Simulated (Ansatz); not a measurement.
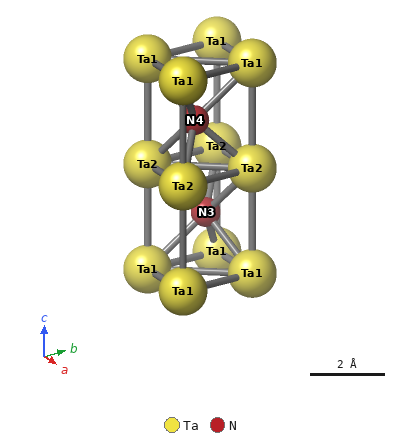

*The structure as given in the input (ball-and-stick view of the cell of the calculation, seen slightly off an axis; atoms are numbered from 1 in the order of the input).*

Near neighbours in the crystal (not all of them lie inside the picture): Ta has 6 N at 2.22 Å and 8 Ta at 2.89 to 2.93 Å; N has 6 Ta at 2.22 Å.

## Run report: TaN, geometry relaxation

The run: geometry relaxation of TaN (P6₃/mmc, 4 atoms in the cell). Method and program: DFT PBEsol, scalar-relativistic, plane waves, PAW, no spin polarisation (Ansatz 0.2.0).

The structure derives from an entry of the Crystallography Open Database. Figures and captions count atoms from 1; the log counts them from 0 in places.

## Log
```
Engine: ansatz 0.2.0, x86_64-unknown-linux-gnu
Pseudopotentials: kind: paw
Pseudopotential: Ta, paw, valence charge 13, recommended cutoff 420 eV (normal), Ta.paw.azcp
Pseudopotential: N, paw, valence charge 5, recommended cutoff 420 eV (normal), N.paw.azcp
Functional definition: PBEsol
  exchange = pbesol_x
  correlation = pbesol_c
Crystal: 4 atoms, lattice volume = 42.350 Å³
Basis set: ecut = 420 eV, 799 PW (Γ), exchange–correlation on 40×40×80 points (8 copies of the dense FFT grid, shifted against one another)
Bands: 22, of which v1, the nominal top of the filled ones, is band 18 counted from 1 (17 counted from 0)
Symmetry: 24 space group operations
Space group: P63/mmc (ITA 194), of the structure as read, at distance tolerance 3.5e-5 Å
k-points: 185 of 2592
Non-local potential: Ta, projectors of the file, l = 0: 3, l = 1: 2, l = 2: 2, l = 3: 1
Non-local potential: N, projectors of the file, l = 0: 2, l = 1: 2, l = 2: 1
PAW form: soft (Blöchl's): semilocal exchange-correlation on the pseudo side does not see the compensation charge
PAW frozen core: Ta, regenerated for the run's functional, and the local potential with it (the file was generated under x = pbe(κ = 0.804, μ = 0.2195149727645171), c = pbe(β = 0.06672455060314922))
PAW frozen core: N, regenerated for the run's functional, and the local potential with it (the file was generated under x = pbe(κ = 0.804, μ = 0.2195149727645171), c = pbe(β = 0.06672455060314922))
PAW one-centre angular grid: Ta, 590 points (default); XC on 64 Gauss nodes
PAW one-centre angular grid: N, 110 points (default); XC on 64 Gauss nodes
Initial density: superposition of atomic densities (neutral atoms: chi_scale 0, normalization atom), corrected by the library's trained network
Initial wavefunctions: pseudopotential atomic-orbital guess
Functional: x = pbesol(κ = 0.804, μ = 0.12345679012345678), c = pbesol(β = 0.046)
SCF iter   1: F=—  HF=-20374.479650 eV  |F-HF|=—  |Δ(HF+E_count)|=         —  Δρ=1.75e-2  dr2=1.08e-1  ethr=1.77e-3  ⟨swp⟩=5.1  Hψ=18104  notcnv=0
preconditioner: auto → Kerker (q_TF=auto, 2.655 Å⁻¹)  [metal: Δε(μ)=0.006 eV  Ē_g=9.522 eV  σ=0.100 eV  W_gap=0.04  n_scr=10 (ndim 8)  ℏωp=25.5 eV  f_vac=0.000  D(μ)=1.08/eV (n_scr^D=4)]
SCF iter   2: F=—  HF=-20374.454162 eV  |F-HF|=—  |Δ(HF+E_count)|=   2.55e-2  Δρ=4.87e-3  dr2=7.48e-3  ethr=2.99e-4  ⟨swp⟩=2.3  Hψ=6964  notcnv=0  defer=1
SCF iter   3: F=—  HF=-20374.452526 eV  |F-HF|=—  |Δ(HF+E_count)|=   1.64e-3  Δρ=2.56e-3  dr2=2.39e-3  ethr=2.08e-5  ⟨swp⟩=1.0  Hψ=4140  notcnv=0  defer=1
SCF iter   4: F=—  HF=-20374.451770 eV  |F-HF|=—  |Δ(HF+E_count)|=   7.56e-4  Δρ=3.51e-4  dr2=4.97e-5  ethr=6.65e-6  ⟨swp⟩=2.3  Hψ=6142  notcnv=0  defer=1
SCF iter   5: F=—  HF=-20374.451795 eV  |F-HF|=—  |Δ(HF+E_count)|=   2.50e-5  Δρ=9.01e-5  dr2=2.91e-6  ethr=1.38e-7  ⟨swp⟩=2.0  Hψ=5666  notcnv=0  defer=1
SCF iter   6: F=-20374.451795 eV  HF=-20374.451795 eV  |F-HF|=7.50e-9  |Δ(HF+E_count)|=   2.38e-7  Δρ=1.46e-5  dr2=6.73e-8  ethr=2.78e-10  ⟨swp⟩=3.8  Hψ=18508  notcnv=0
SCF 1 converged in 6 iterations: F = -20374.451795 eV  dr2 = 6.73e-8
  greatest PAW one-centre occupation: 1.000 electrons in one spin orbital (limit 2), on the Ta atom at site 1 (counted from 0), in its partial waves of l = 0
relax step   1: F+E_penalty+E_count = -20374.45179457 eV  Δ(F+E_penalty+E_count) = +0.000e0 eV  max|allowed force component| = 2.868e-16 eV/Å  Δτ_max = 0.0000 Å  P = +0.308 GPa  Ω = 42.350 Å³  (6 SCF iters, dr2 threshold 1.00e-7 eV, accepted)
Crystal: 4 atoms, lattice volume = 42.357 Å³
Initial density: handed on by an earlier stage of this run
Initial wavefunctions: those handed on with the density
iter 1 solved again at ethr=6.30e-7 eV; its pass at ethr=3.10e-3 eV (dr2=2.27e-4 eV) is discarded
SCF iter   1: F=—  HF=-20374.451319 eV  |F-HF|=—  |Δ(HF+E_count)|=         —  Δρ=7.88e-4  dr2=3.02e-4  ethr=6.30e-7  ⟨swp⟩=2.8  Hψ=25781  notcnv=0
preconditioner: auto → Kerker (q_TF=auto, 2.655 Å⁻¹)  [metal: Δε(μ)=0.015 eV  Ē_g=9.569 eV  σ=0.100 eV  W_gap=0.09  n_scr=10 (ndim 8)  ℏωp=25.5 eV  f_vac=0.000  D(μ)=1.05/eV (n_scr^D=2)]
SCF iter   2: F=—  HF=-20374.451272 eV  |F-HF|=—  |Δ(HF+E_count)|=   4.69e-5  Δρ=4.49e-4  dr2=1.06e-4  ethr=6.30e-7  ⟨swp⟩=1.7  Hψ=4700  notcnv=0
SCF iter   3: F=—  HF=-20374.451230 eV  |F-HF|=—  |Δ(HF+E_count)|=   4.28e-5  Δρ=1.52e-4  dr2=1.19e-5  ethr=2.93e-7  ⟨swp⟩=2.7  Hψ=6620  notcnv=0
SCF iter   4: F=—  HF=-20374.451226 eV  |F-HF|=—  |Δ(HF+E_count)|=   3.17e-6  Δρ=4.03e-5  dr2=4.58e-7  ethr=3.31e-8  ⟨swp⟩=2.0  Hψ=5641  notcnv=0
SCF iter   5: F=-20374.451226 eV  HF=-20374.451226 eV  |F-HF|=2.56e-8  |Δ(HF+E_count)|=   7.46e-8  Δρ=9.83e-6  dr2=3.48e-8  ethr=1.11e-9  ⟨swp⟩=4.8  Hψ=15274  notcnv=0
SCF 2 converged in 5 iterations: F = -20374.451226 eV  dr2 = 3.48e-8
relax step   2: F+E_penalty+E_count = -20374.45122634 eV  Δ(F+E_penalty+E_count) = +5.682e-4 eV  max|allowed force component| = 1.027e-15 eV/Å  Δτ_max = 0.0000 Å  P = +0.069 GPa  Ω = 42.357 Å³  energy of the carried Pulay correction = -9.556e-6 eV  (5 SCF iters, dr2 threshold 4.00e-7 eV, rejected (line search))
Crystal: 4 atoms, lattice volume = 42.376 Å³
iter 1 solved again at ethr=2.71e-7 eV; its pass at ethr=3.10e-3 eV (dr2=9.75e-5 eV) is discarded
SCF iter   1: F=—  HF=-20374.451914 eV  |F-HF|=—  |Δ(HF+E_count)|=         —  Δρ=5.32e-4  dr2=1.38e-4  ethr=2.71e-7  ⟨swp⟩=2.9  Hψ=25626  notcnv=0
preconditioner: auto → Kerker (q_TF=auto, 2.655 Å⁻¹)  [metal: Δε(μ)=0.020 eV  Ē_g=9.575 eV  σ=0.100 eV  W_gap=0.11  n_scr=10 (ndim 8)  ℏωp=25.5 eV  f_vac=0.000  D(μ)=1.08/eV (n_scr^D=4)]
SCF iter   2: F=—  HF=-20374.451879 eV  |F-HF|=—  |Δ(HF+E_count)|=   3.48e-5  Δρ=3.08e-4  dr2=5.03e-5  ethr=2.71e-7  ⟨swp⟩=1.5  Hψ=4247  notcnv=0
SCF iter   3: F=—  HF=-20374.451890 eV  |F-HF|=—  |Δ(HF+E_count)|=   1.06e-5  Δρ=7.68e-5  dr2=3.02e-6  ethr=1.40e-7  ⟨swp⟩=2.8  Hψ=6959  notcnv=0
SCF iter   4: F=—  HF=-20374.451889 eV  |F-HF|=—  |Δ(HF+E_count)|=   7.79e-7  Δρ=2.69e-5  dr2=2.07e-7  ethr=8.38e-9  ⟨swp⟩=2.0  Hψ=5608  notcnv=0
SCF iter   5: F=—  HF=-20374.451889 eV  |F-HF|=—  |Δ(HF+E_count)|=   3.96e-8  Δρ=6.32e-6  dr2=1.51e-8  ethr=5.75e-10  ⟨swp⟩=2.1  Hψ=5877  notcnv=0
SCF iter   6: F=—  HF=-20374.451889 eV  |F-HF|=—  |Δ(HF+E_count)|=   3.45e-9  Δρ=5.96e-7  dr2=1.11e-10  ethr=4.20e-11  ⟨swp⟩=2.0  Hψ=5726  notcnv=0
SCF iter   7: F=-20374.451889 eV  HF=-20374.451889 eV  |F-HF|=1.09e-11  |Δ(HF+E_count)|=  1.09e-11  Δρ=1.15e-7  dr2=5.37e-12  ethr=1.00e-12  ⟨swp⟩=4.1  Hψ=14193  notcnv=0
SCF 3 converged in 7 iterations: F = -20374.451889 eV  dr2 = 5.37e-12
relax step   3: F+E_penalty+E_count = -20374.45188880 eV  Δ(F+E_penalty+E_count) = -9.423e-5 eV  max|allowed force component| = 4.996e-16 eV/Å  Δτ_max = 0.0000 Å  P = +0.027 GPa  Ω = 42.376 Å³  energy of the carried Pulay correction = -7.628e-5 eV  (7 SCF iters, accepted)
Initial wavefunctions: pseudopotential atomic-orbital guess (no wavefunctions were taken with the density)
iter 1 solved again at ethr=2.29e-8 eV; its pass at ethr=3.10e-3 eV (dr2=8.23e-6 eV) is discarded
SCF iter   1: F=—  HF=-20374.451956 eV  |F-HF|=—  |Δ(HF+E_count)|=         —  Δρ=8.15e-6  dr2=3.68e-9  ethr=2.29e-8  ⟨swp⟩=3.5  Hψ=30462  notcnv=0
preconditioner: auto → Kerker (q_TF=auto, 2.655 Å⁻¹)  [metal: Δε(μ)=0.017 eV  Ē_g=9.574 eV  σ=0.100 eV  W_gap=0.10  n_scr=10 (ndim 8)  ℏωp=25.5 eV  f_vac=0.000  D(μ)=1.08/eV (n_scr^D=2)]
SCF iter   2: F=—  HF=-20374.451988 eV  |F-HF|=—  |Δ(HF+E_count)|=   3.15e-5  Δρ=3.99e-6  dr2=6.79e-10  ethr=1.02e-11  ⟨swp⟩=3.0  Hψ=8213  notcnv=0
SCF iter   3: F=—  HF=-20374.451988 eV  |F-HF|=—  |Δ(HF+E_count)|=   1.50e-9  Δρ=1.17e-6  dr2=6.45e-11  ethr=1.89e-12  ⟨swp⟩=2.1  Hψ=4774  notcnv=0
SCF iter   4: F=-20374.451988 eV  HF=-20374.451988 eV  |F-HF|=3.64e-12  |Δ(HF+E_count)|=  1.27e-10  Δρ=9.18e-8  dr2=1.25e-12  ethr=1.00e-12  ⟨swp⟩=4.5  Hψ=14196  notcnv=0
SCF 4 converged in 4 iterations: F = -20374.451988 eV  dr2 = 1.25e-12
relax step   4: F+E_penalty+E_count = -20374.45198787 eV  Δ(F+E_penalty+E_count) = -9.907e-5 eV  max|allowed force component| = 4.996e-16 eV/Å  Δτ_max = 0.0000 Å  P = +0.030 GPa  Ω = 42.376 Å³  stress off target by 3.50e-2 GPa  SCF on the basis re-selected at this cell (its energy is not comparable with the rows above)  (4 SCF iters)
```

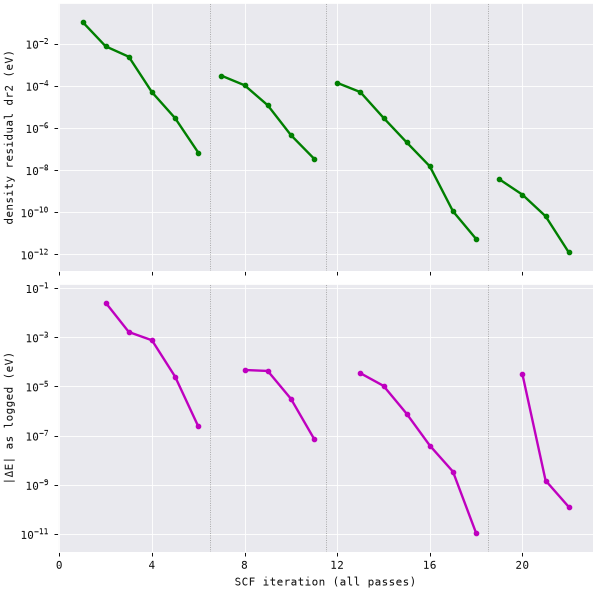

*Convergence of the self-consistent field: density residual dr2 and size of the energy change against the SCF iteration. The dotted lines part the SCF passes of the relaxation: geometry steps, rejected trials and re-solves on a re-selected basis.*

The passes take 6, 5, 7 and 4 iterations.

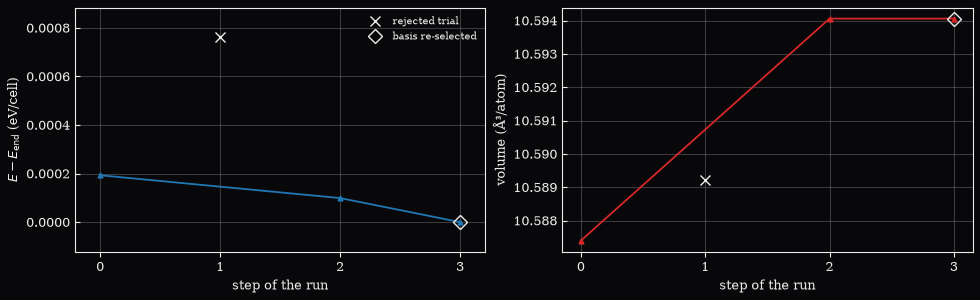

*Progress of the relaxation, step by step (the first geometry is step 0 here and step 1 in the log).*

The atoms keep their places relative to the cell (all moves are under 0.005 Å). The volume changes by +0.1 %, with a = b 2.890 → 2.889 Å (0.0 %), c 5.854 → 5.861 Å (+0.1 %). The space group stays P6_3/mmc (No. 194). After 2 geometry steps the energy has fallen by 0.1 meV per cell of the calculation. All forces vanish by symmetry, so only the cell relaxes. Pressure: 0.31 GPa at the start and 0.03 GPa at the end. The line search rejected the trial step at point 1 (counted from 0) and went back. A last SCF at the same geometry on a re-selected plane-wave basis shifts the energy by −0.1 meV per cell of the calculation. (Atoms are counted from 1 in the order of the input.)

```
basis re-selected at this cell: Δ(F+E_penalty+E_count) = -9.907e-5 eV, ΔP = +0.003 GPa vs the last step (what re-selecting the basis moved, of the pressure what is left beyond the Pulay correction that the steps carried, after the strain that the cell walked since its last selection, with what the two solves' SCF thresholds leave and, on support functions, any second-order correction that the steps lacked; it is no measure of the basis error at this ecutwfc). This SCF's stress stands 3.50e-2 GPa from its target on what of the cell is left free (relax.cell.stress_tol is 5.00e-2 GPa) and its largest allowed force component is 5.00e-16 eV/Å (relax.f_tol is 5.00e-3 eV/Å): within both
SCF converged after 4 iterations
Free energy (F): -20374.451988 eV
Harris-Foulkes:  -20374.451988 eV  (|F-HF|=3.64e-12)
Internal energy: -20374.446610 eV  (E = F + TS)
E sigma→0 (E₀):  -20374.449299 eV
Entropy (-TS):   -0.005378 eV (-1.344 meV/atom)
Fermi energy:    20.463355 eV
--- Per-component energies (eV) ---
  E_band       = -93.355439
  E_kinetic    = 1000.676351
  E_local      = -1180.717965  (includes V_loc(G=0)·N_el)
  E_nonlocal   = 126.235246
  E_hartree    = 397.497038
  E_xc         = -556.434393
  E_vxc        = -564.172875  (∫ρ·V_xc dr)
  E_paw        = -16791.112332  (= ΣΔE_a)
  E_vpaw       = -270.370682  (= ΣTr[D̂ρ^β])
  E_aug_tail   = 0.000404  (compensation charges beyond the density's cutoff)
  E_ewald      = -3371.074449
  E_core_change = 0.483491  (= ΣΔE_core)
  E_smearing   = -0.005378  (= −TS)
  E_closure    = 0.000000  (closes the sum)
  Σ components = -20374.451988   (vs F -20374.451988, Δ=0.00e0)
--- Forces (eV/Å), atoms counted from 1 ---
  atom   1  Ta     0.00000000    -0.00000000     0.00000000
  atom   2  Ta    -0.00000000    -0.00000000     0.00000000
  atom   3  N     -0.00000000    -0.00000000    -0.00000000
  atom   4  N      0.00000000     0.00000000     0.00000000
  max |Σ_I F_I| component: 1.85e-17 eV/Å
--- Stress (GPa, compression-positive) ---
        0.027369       0.000000       0.000000
        0.000000       0.027369       0.000000
        0.000000       0.000000       0.034976
  P = ⅓ Tr σ = 0.0299 GPa (0.299 kbar)
--- Band table (eV; the first three rows and the last of 185) ---
  k-point 0: bands = ["-47.8578", "-47.8156", "-15.0522", "-14.2102", "-13.9273", "-13.9273", "-13.8591", "-13.8591", "2.7754", "5.3240", "11.0431", "15.5288", "15.5288", "16.0303", "16.9410", "18.4775", "18.4775", "20.2184", "20.2184", "21.0374", "21.0374", "22.8937"]
  k-point 1: bands = ["-47.8562", "-47.8173", "-15.0223", "-14.2447", "-13.9248", "-13.9248", "-13.8617", "-13.8617", "2.8552", "5.1920", "11.2198", "15.5935", "15.5935", "15.6077", "17.3328", "18.1876", "18.1876", "20.5061", "20.5061", "21.0839", "21.0839", "22.5783"]
  k-point 2: bands = ["-47.8517", "-47.8219", "-14.9363", "-14.3416", "-13.9174", "-13.9174", "-13.8692", "-13.8692", "3.0864", "4.8450", "11.7015", "14.8635", "15.7855", "15.7855", "17.6237", "17.6237", "18.0195", "21.0239", "21.0239", "21.2116", "21.2116", "21.7886"]
  k-point 184: bands = ["-47.7301", "-47.7301", "-14.7183", "-14.7183", "-14.7014", "-14.7014", "-14.3671", "-14.3671", "5.2317", "5.2317", "13.1166", "13.1166", "14.6185", "14.6185", "14.6833", "14.6833", "20.0324", "20.0324", "23.2732", "23.2732", "23.7185", "23.7185"]
--- Relaxed structure (3 steps of the walk, 2 accepted, 1 SCFs on fresh bases) ---
  F+E_penalty+E_count = -20374.45198787 eV   max|allowed force component| = 4.996e-16 eV/Å   (the final SCF, on the basis selected at the relaxed cell)
  cell:  # Å, volume = 42.3762 Å³
    - [2.8894657411362226, 0.0, 0.0]
    - [-1.4447328705681113, 2.5023507351888, 5.762718786187096e-36]
    - [0.0, 1.3476077793517985e-35, 5.86079581630771]
  atoms:
    - { symbol: Ta, position: [-1.3763004569117208e-34, 3.847062197765255e-35, 0.0] }
    - { symbol: Ta, position: [-1.3544038540280286e-34, 4.007356456005474e-35, 0.49999999999999994] }
    - { symbol: N, position: [0.33333333333333326, 0.6666666666666665, 0.24999999999999997] }
    - { symbol: N, position: [0.6666666666666666, 0.33333333333333326, 0.7499999999999999] }
```

## Trajectory as extended XYZ (Å, eV, eV/Å), 4 frames, from step=1 to step=4
```
4
Lattice="2.8904 0.0000 0.0000 -1.4452 2.5031 0.0000 0.0000 0.0000 5.8535" Properties=species:S:1:pos:R:3:forces:R:3 step=1 energy=-20374.45180 pressure_GPa=0.31
Ta    0.0000    0.0000    0.0000    0.0000   0.0000   0.0000
Ta    0.0000    0.0000    2.9268    0.0000   0.0000   0.0000
N     0.0000    1.6687    1.4634    0.0000   0.0000   0.0000
N     1.4452    0.8344    4.3901    0.0000   0.0000   0.0000
4
Lattice="2.8856 0.0000 0.0000 -1.4428 2.4990 0.0000 0.0000 0.0000 5.8738" Properties=species:S:1:pos:R:3:forces:R:3 step=2 energy=-20374.45123 pressure_GPa=0.07 accepted=F
Ta    0.0000    0.0000    0.0000    0.0000   0.0000   0.0000
Ta    0.0000    0.0000    2.9369    0.0000   0.0000   0.0000
N     0.0000    1.6660    1.4684    0.0000   0.0000   0.0000
N     1.4428    0.8330    4.4053    0.0000   0.0000   0.0000
4
Lattice="2.8895 0.0000 0.0000 -1.4447 2.5024 0.0000 0.0000 0.0000 5.8608" Properties=species:S:1:pos:R:3:forces:R:3 step=3 energy=-20374.45189 pressure_GPa=0.03
Ta    0.0000    0.0000    0.0000    0.0000   0.0000   0.0000
Ta    0.0000    0.0000    2.9304    0.0000   0.0000   0.0000
N     0.0000    1.6682    1.4652    0.0000   0.0000   0.0000
N     1.4447    0.8341    4.3956    0.0000   0.0000   0.0000
4
Lattice="2.8895 0.0000 0.0000 -1.4447 2.5024 0.0000 0.0000 0.0000 5.8608" Properties=species:S:1:pos:R:3:forces:R:3 step=4 energy=-20374.45199 pressure_GPa=0.03
Ta    0.0000    0.0000    0.0000    0.0000   0.0000   0.0000
Ta    0.0000    0.0000    2.9304    0.0000   0.0000   0.0000
N     0.0000    1.6682    1.4652    0.0000   0.0000   0.0000
N     1.4447    0.8341    4.3956    0.0000   0.0000   0.0000
```

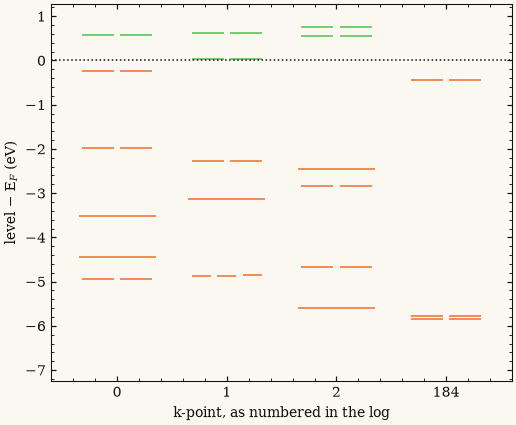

*Kohn–Sham levels near the Fermi level (dotted) at the few k-points that the log prints; levels within 0.02 eV of each other stand side by side.*

The system is metallic on the full mesh.

The run was set up as follows.

## The input
```yaml
crystal:
  lattice:
    - [2.8903514284, 0.0, 0.0]
    - [-1.4451757142, 2.5031177628, 0.0]
    - [0.0, 0.0, 5.8535234756]
  atoms:
    - { symbol: Ta, position: [0.0, 0.0, 0.0] }
    - { symbol: Ta, position: [0.0, 0.0, 0.5] }
    - { symbol: "N", position: [0.3333333333, 0.6666666667, 0.25] }
    - { symbol: "N", position: [0.6666666667, 0.3333333333, 0.75] }
basis:
  ecutwfc: 420
kpoints:
  mp_grid: { grid: [18, 18, 8] }
hamiltonian:
  xc: pbesol
scf:
  occupations: { method: gaussian, width: 0.1 }
output:
  forces: true
  stress: true
  eigenvalues: true
relax:
  adjacent_minimum: "off"
  f_tol: 0.005
  max_steps: 80
  cell: { stress_tol: 0.05 }
```

Run as:
```bash
ansatz run input.yaml --threads 2 --pin off --max-ram 5120MiB --backend cpu --events-out ev --progress --plain --runs-dir out
```

## Results in brief

- outcome: converged
- space group (tolerance 0.01 Å): P6₃/mmc (194)
- electrons treated: 36
- free energy: −20374.4520 eV
- Fermi energy: 20.463 eV
- gap on the k-point mesh: none (metallic)
- pressure: 0.03 GPa
- final volume: 42.38 Å³
- largest force (length of the vector) at the end: under 0.001 eV/Å
- final cell: a = 2.889 Å, b = 2.889 Å, c = 5.861 Å, α = 90.00°, β = 90.00°, γ = 120.00°
- hardware: 2 threads of Intel Xeon (Granite Rapids), 32 GiB of memory available, shared host
- wall time: 11 s (CPU time 20 s)
- peak memory: 0.49 GiB

## Remarks

Spin–orbit coupling is left out, which matters for Ta.
